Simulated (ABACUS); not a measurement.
**Si: density, localisation and related maps**

```yaml
crystal:
  lattice:
    - [6.67217, 0.00000, 0.00000]
    - [0.00000, 6.67217, 0.00000]
    - [0.00000, 0.00000, 6.67217]
  atoms:
    - { symbol: Si, position: [0.25000, 0.00000, 0.50000] }
    - { symbol: Si, position: [0.75000, 0.50000, 0.00000] }
    - { symbol: Si, position: [0.50000, 0.00000, 0.25000] }
    - { symbol: Si, position: [0.00000, 0.50000, 0.75000] }
    - { symbol: Si, position: [0.50000, 0.25000, 0.00000] }
    - { symbol: Si, position: [0.00000, 0.75000, 0.50000] }
    - { symbol: Si, position: [0.25000, 0.50000, 0.00000] }
    - { symbol: Si, position: [0.75000, 0.00000, 0.50000] }
    - { symbol: Si, position: [0.00000, 0.25000, 0.50000] }
    - { symbol: Si, position: [0.50000, 0.75000, 0.00000] }
    - { symbol: Si, position: [0.00000, 0.50000, 0.25000] }
    - { symbol: Si, position: [0.50000, 0.00000, 0.75000] }
```

Space group Im-3m; a structure from a database of computed crystals, not necessarily the ambient phase.

Theory: Kohn-Sham DFT of a periodic cell, PBE, PseudoDojo NC SR 0.4.1 PBE standard (ABACUS 3.10.1).

The density is the valence pseudo-density of a pseudopotential calculation; it isn't the true density close to the nuclei.

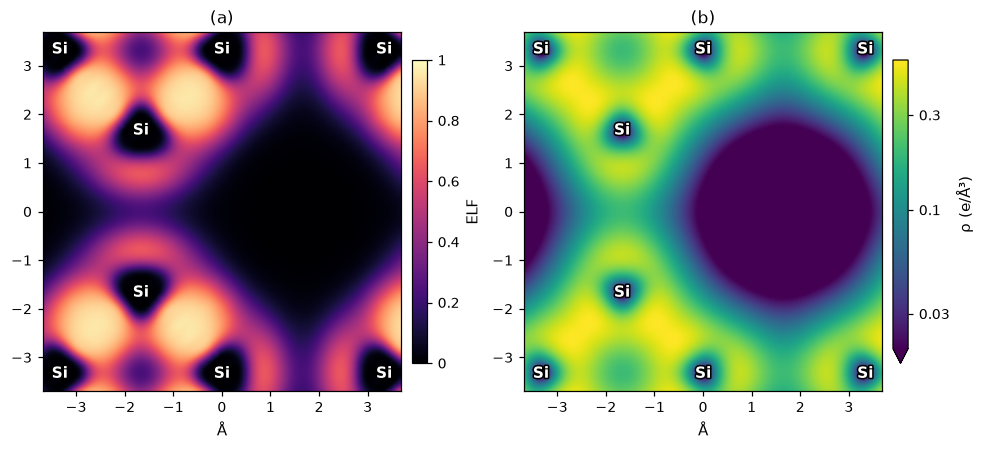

Figure 1. (a) electron localisation function; (b) valence charge density (pseudo) on the (010) plane of the conventional cell.

Describe what can be read from this map.

Answer.
- The section cuts through Si sites.
- Si–Si (2.36 Å): ρ at the midpoint is about 0.56 e/Å³; the ELF peaks at about 0.95 between the atoms; a shared electron pair.
- The density dies away to nearly zero in the voids.

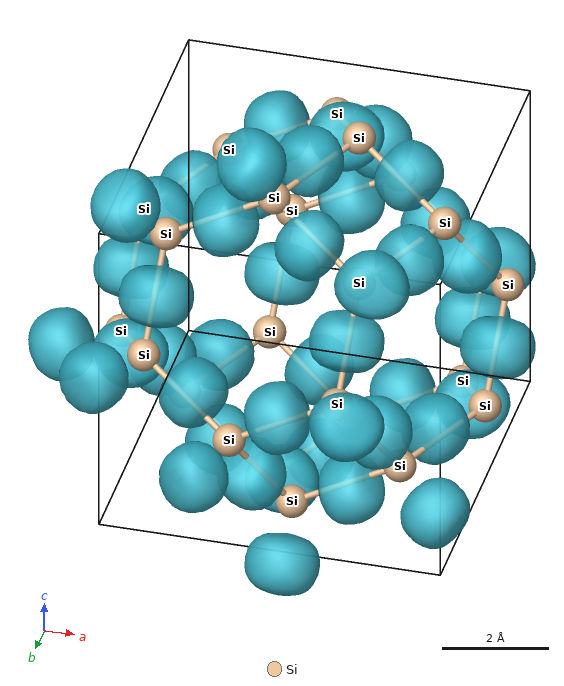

Figure 2. Isosurface of the ELF at 0.8 (cyan), seen at an oblique angle. Core shells and regions of very low density are left out. Sticks mark near contacts.

Where are the electrons localised?

Answer. The ELF exceeds this value in 24 regions between bonded Si–Si atoms (shared pairs), counted in one cell of 12 atoms. Regions shared between cells count once.
